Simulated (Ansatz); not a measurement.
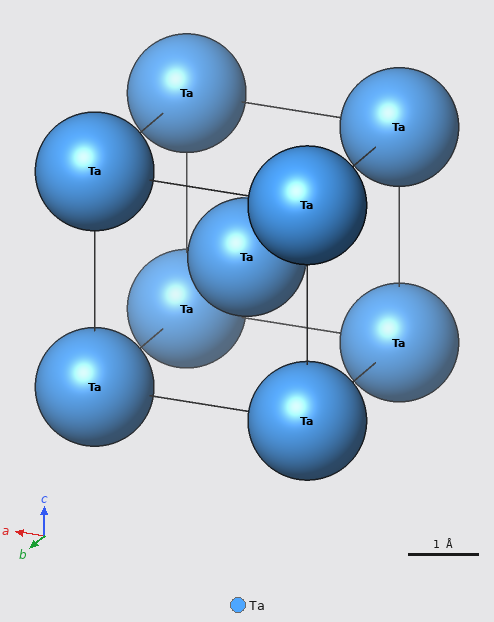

The structure (spheres-only view of the cell 2 times as large as that of the calculation, set on its symmetry axes, seen at an oblique angle).

# Ta: single-point calculation

The run: single-point calculation of Ta (1 atom in the cell). Method and program: DFT PBE, spin-orbit coupling, plane waves, PAW (Ansatz 0.2.0).

It belongs to a series of runs on one base structure; here: bulk with spin-orbit coupling.

The input
```yaml
crystal:
  lattice:
    - [2.8743851013, 0.0, 0.0]
    - [-0.9581283671, 2.7099962625, 0.0]
    - [0.9581283671, 1.3549981313, 2.3469256075]
  atoms:
    - { symbol: Ta, position: [0.0, 0.0, 0.0] }
basis:
  ecutwfc: 420
kpoints:
  mp_grid: { grid: [13, 13, 15] }
hamiltonian:
  xc: pbe
scf:
  occupations: { method: gaussian, width: 0.1 }
output:
  forces: true
  stress: true
  eigenvalues: true
  write_density: true
  write_potential: true
  elf: true
  volumetric_format: npy
magnetization:
  noncollinear: true
  spin_orbit: true
```

Command:
```bash
ansatz run input.yaml --threads 2 --pin off --max-ram 4096MiB --backend cpu --events-out ev --progress --plain --runs-dir out
```

Output
```
Warning: crystal.symmetry: narrowed to the stabiliser of the k-point mesh — unitary ops 48 → 4, anti-unitary 48 → 4; excluded 88 operations that carry a point of the 13×13×15 mesh (shift [0, 0, 0]) off the mesh (the run samples exactly the mesh kpoints.mp_grid names, as under crystal.symmetry.detect: false, and its converged state has the mesh's symmetry, not the crystal's; ε∞, the Born charges and the force constants of a linear response (`dielectric:` by the response, `phonons.method: dfpt`) are averaged over those of the crystal's operations that the state keeps within a tolerance, where `mesh_tensors`, `unaveraged_element` or `gamma_mean_max_change_ev_ang2` stands beside them; a row that `dielectric.field_direction` solves alone is averaged likewise, with nothing beside; a Γ-centred mesh of equal divisions is mapped onto itself by every operation and keeps the whole group, as does a half-shifted one under kpoints.further_shifts: images)
Engine: ansatz 0.2.0, x86_64-unknown-linux-gnu
Pseudopotentials: kind: paw_fr
Pseudopotential: Ta, paw_fr, valence charge 13, recommended cutoff 420 eV (normal), Ta.paw.azcp#standard-fr
Functional definition: PBE
  parameter kappa = 0.804
  parameter beta = 0.06672455060314922
  exchange = pbe_x(kappa = kappa, mu = beta*pi^2/3)
  correlation = pbe_c(beta = beta)
non-collinear run that drives no moment, with spin-orbit: no starting moment large enough to seed its density (crystal.atoms[].spin), no starting occupations that ask for one, no magnetisation constraint and no magnetic field, so the semilocal B_xc is pinned to zero
Crystal: 1 atoms, lattice volume = 18.282 Å³
Basis set: ecut = 420 eV, 369 PW (Γ), exchange–correlation on 40×40×40 points (8 copies of the dense FFT grid, shifted against one another)
Bands: 22, of which v1, the nominal top of the filled ones, is band 13 counted from 1 (12 counted from 0)
Symmetry: 4 space group operations + 4 with time reversal
k-points: 686 of 2535
Projection manifold: j_resolved (fully-relativistic pseudo-atomic orbitals)
Non-local potential: Ta, projectors of the file, l = 0: 3, l = 1: 4, l = 2: 4, l = 3: 2
PAW form: soft (Blöchl's): semilocal exchange-correlation on the pseudo side does not see the compensation charge
PAW one-centre angular grid: Ta, 590 points (default); XC on 64 Gauss nodes
Initial density: superposition of atomic densities (chi_scale 0.1, normalization cell)
Initial wavefunctions: pseudopotential atomic-orbital guess
Functional: x = pbe(κ = 0.804, μ = 0.2195149727645171), c = pbe(β = 0.06672455060314922)
SCF iter   1: F=—  HF=-9954.908057 eV  |F-HF|=—  |Δ(HF+E_count)|=         —  Δρ=4.17e-2  dr2=3.07e-1  dr2_m=0.00e0 (ungated)  ethr=3.10e-3  |M|=0.00e0 ∫|m|=0.00e0 μB  |m|>n=0.0e0 m-floor=0.0e0 τ_xc=0.0e0  β_m=0.30  ⟨swp⟩=6.2  Hψ=38801  notcnv=0  defer=6
preconditioner: auto → none  [metal: Δε(μ)=0.005 eV  Ē_g=8.380 eV  σ=0.100 eV  W_gap=0.03  n_scr=0 (ndim 8)  ℏωp=19.4 eV  f_vac=0.000  D(μ)=1.26/eV (n_scr^D=12)]
SCF iter   2: F=—  HF=-9954.831605 eV  |F-HF|=—  |Δ(HF+E_count)|=   7.65e-2  Δρ=2.56e-2  dr2=9.35e-2  dr2_m=0.00e0 (ungated)  ethr=2.36e-3  |M|=0.00e0 ∫|m|=0.00e0 μB  |m|>n=0.0e0 m-floor=0.0e0 τ_xc=0.0e0  β_m=0.50  ⟨swp⟩=2.0  Hψ=12341  notcnv=0  defer=1754
SCF iter   3: F=—  HF=-9954.814655 eV  |F-HF|=—  |Δ(HF+E_count)|=   1.69e-2  Δρ=5.45e-3  dr2=1.92e-3  dr2_m=0.00e0 (ungated)  ethr=7.19e-4  |M|=0.00e0 ∫|m|=0.00e0 μB  |m|>n=0.0e0 m-floor=0.0e0 τ_xc=0.0e0  β_m=0.67  ⟨swp⟩=2.9  Hψ=12516  notcnv=0  defer=1874
SCF iter   4: F=—  HF=-9954.815715 eV  |F-HF|=—  |Δ(HF+E_count)|=   1.06e-3  Δρ=2.84e-4  dr2=5.82e-6  dr2_m=0.00e0 (ungated)  ethr=1.48e-5  |M|=0.00e0 ∫|m|=0.00e0 μB  |m|>n=0.0e0 m-floor=0.0e0 τ_xc=0.0e0  β_m=0.68  ⟨swp⟩=2.0  Hψ=9840  notcnv=0  defer=1874
SCF iter   5: F=—  HF=-9954.815720 eV  |F-HF|=—  |Δ(HF+E_count)|=   4.74e-6  Δρ=5.21e-5  dr2=9.25e-8  dr2_m=0.00e0 (ungated)  ethr=7.69e-10  |M|=0.00e0 ∫|m|=0.00e0 μB  |m|>n=0.0e0 m-floor=0.0e0 τ_xc=0.0e0  β_m=0.78  ⟨swp⟩=11.8  Hψ=57541  notcnv=0
SCF iter   6: F=-9954.815720 eV  HF=-9954.815720 eV  |F-HF|=7.28e-12  |Δ(HF+E_count)|=   6.29e-8  Δρ=7.69e-6  dr2=4.88e-9  dr2_m=0.00e0 (ungated)  ethr=7.12e-10  |M|=0.00e0 ∫|m|=0.00e0 μB  |m|>n=0.0e0 m-floor=0.0e0 τ_xc=0.0e0  ⟨swp⟩=5.7  Hψ=38398  notcnv=0
SCF 1 converged in 6 iterations: F = -9954.815720 eV  dr2 = 4.88e-9
  greatest PAW one-centre occupation: 0.999 electrons in one spin orbital (limit 2), on the Ta atom at site 0 (counted from 0), in its partial waves of l = 0
```

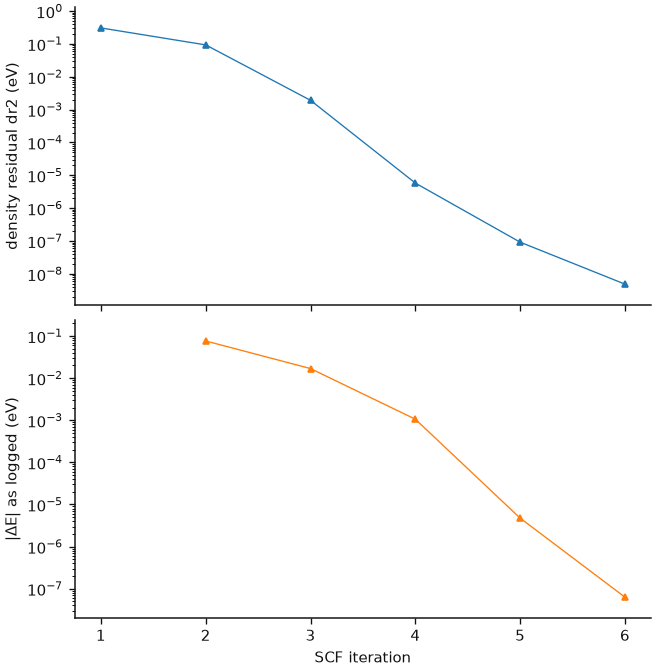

Convergence of the self-consistent field: density residual dr2 and size of the energy change against the SCF iteration. The residual falls at every step.

```
SCF converged after 6 iterations
Magnetization: |M| = 0.0000 μB,  M = (+0.0000, +0.0000, +0.0000) μB
Absolute magnetization: 0.0000 μB (∫|m|)
  site 0: m = (+0.0000, +0.0000, +0.0000) μB, |m| = 0.0000 μB  (R = 1.19 Å)
Free energy (F): -9954.815720 eV
Harris-Foulkes:  -9954.815720 eV  (|F-HF|=7.28e-12)
Internal energy: -9954.808864 eV  (E = F + TS)
E sigma→0 (E₀):  -9954.812292 eV
Entropy (-TS):   -0.006856 eV (-6.856 meV/atom)
Fermi energy:    18.280952 eV
--- Per-component energies (eV) ---
  E_band       = -110.182322
  E_kinetic    = 365.380720
  E_local      = -556.029370  (includes V_loc(G=0)·N_el)
  E_nonlocal   = 11.423483
  E_hartree    = 192.589617
  E_xc         = -217.974110
  E_vxc        = -203.614154  (∫ρ·V_xc dr)
  E_paw        = -8416.051048  (= ΣΔE_a)
  E_vpaw       = -112.522288  (= ΣTr[D̂ρ^β])
  E_aug_tail   = 0.000130  (compensation charges beyond the density's cutoff)
  E_ewald      = -1334.148287
  E_smearing   = -0.006856  (= −TS)
  E_closure    = -0.000000  (closes the sum)
  Σ components = -9954.815720   (vs F -9954.815720, Δ=0.00e0)
--- Forces (eV/Å), atoms counted from 1 ---
  atom   1  Ta     0.00000000     0.00000000     0.00000000
  max |Σ_I F_I| component: 7.89e-31 eV/Å
--- Stress (GPa, compression-positive) ---
        0.303810      -0.168090      -0.096281
       -0.168090       0.184953      -0.136161
       -0.096281      -0.136161       0.147545
  P = ⅓ Tr σ = 0.2121 GPa (2.121 kbar)
--- Band table (eV; the first three rows and the last of 686) ---
  k-point 0: bands = ["-48.6485", "-48.6485", "-21.1909", "-21.1909", "-12.2344", "-12.2344", "-12.2320", "-12.2320", "10.4956", "10.4956", "18.9140", "18.9140", "18.9169", "18.9169", "19.3372", "19.3372", "22.3411", "22.3411", "22.3420", "22.3420", "32.8790", "32.8790"]
  k-point 1: bands = ["-48.6438", "-48.6438", "-21.2046", "-21.2046", "-12.2820", "-12.2820", "-12.2412", "-12.2412", "10.6894", "10.6894", "18.8381", "18.8381", "18.9585", "18.9585", "19.3964", "19.3964", "22.1372", "22.1372", "22.3432", "22.3432", "33.0628", "33.0628"]
  k-point 2: bands = ["-48.6305", "-48.6305", "-21.2434", "-21.2434", "-12.4141", "-12.4141", "-12.2670", "-12.2670", "11.2422", "11.2422", "18.5608", "18.5608", "18.8219", "18.8219", "19.8642", "19.8642", "21.7713", "21.7713", "22.3654", "22.3654", "33.4543", "33.4543"]
  k-point 685: bands = ["-48.4594", "-48.4594", "-21.6801", "-21.6801", "-13.1704", "-13.1704", "-13.1598", "-13.1598", "14.6733", "14.6733", "14.6971", "14.6971", "23.8721", "23.8721", "24.4963", "24.4963", "25.0997", "25.0997", "25.8743", "25.8743", "27.5662", "27.5662"]
```

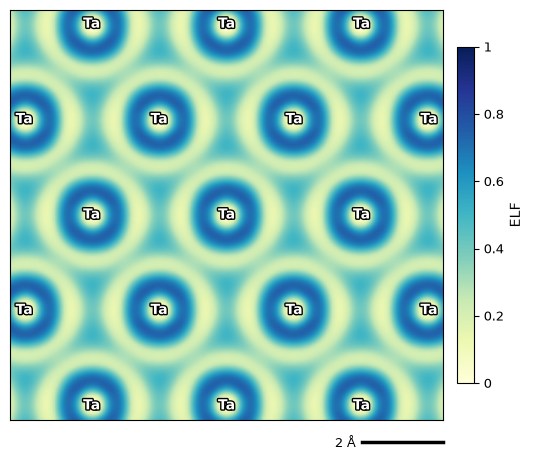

ELF on the (11̄0) plane of the conventional cell. The section cuts through Ta sites. Ta–Ta (2.87 Å): the ELF is about 0.30 at the midpoint; no localised pair between them. The strong features right at Ta lie inside the PAW spheres (semicore, d or f shells) and say nothing about bonding. The fields are those of the smooth PAW valence density.

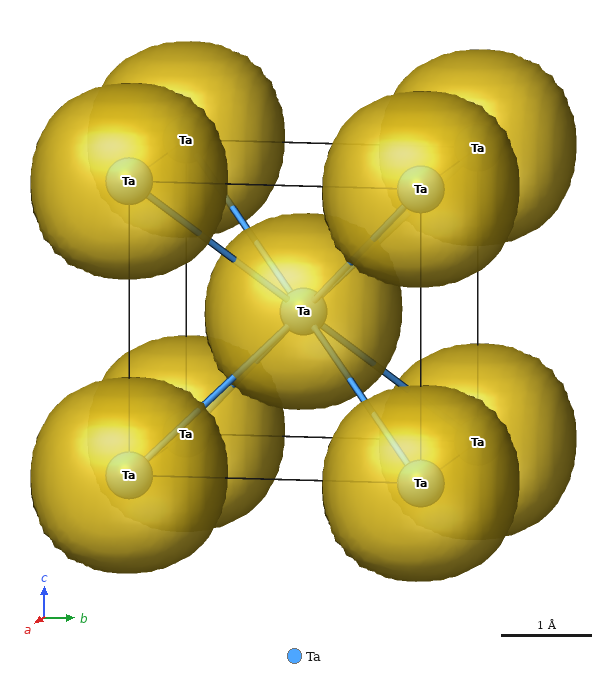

Isosurface of the valence pseudo-density at 0.4 e/Å³ (yellow), seen slightly off an axis. Sticks mark near contacts. The outline is the cell set on symmetry axes. At this value the density breaks into separate islands; it holds about 75 % of the electrons treated as valence (semicore included). It is pinched off along the Ta–Ta (2.87 Å) contacts. On the grid the lowest density along these lines, outside the cores, is 0.3 e/Å³ (Ta–Ta, 2.87 Å).

Summary

- outcome: converged
- space group (tolerance 0.01 Å): Im-3m (229)
- electrons treated: 13
- free energy: −9954.8157 eV
- Fermi energy: 18.281 eV
- gap on the k-point mesh: none (metallic)
- net moment of the cell: 0.00 μB
- integrated absolute moment: 0.00 μB
- pressure: 0.21 GPa
- largest force (length of the vector): under 0.001 eV/Å
- hardware: 2 threads of Intel Xeon (Emerald Rapids), 192 GiB of memory available, shared host
- wall time: 14 s (CPU time 28 s)
- peak memory: 0.73 GiB

Notes

The program warns: the k-point mesh lowers the symmetry that the run can use.
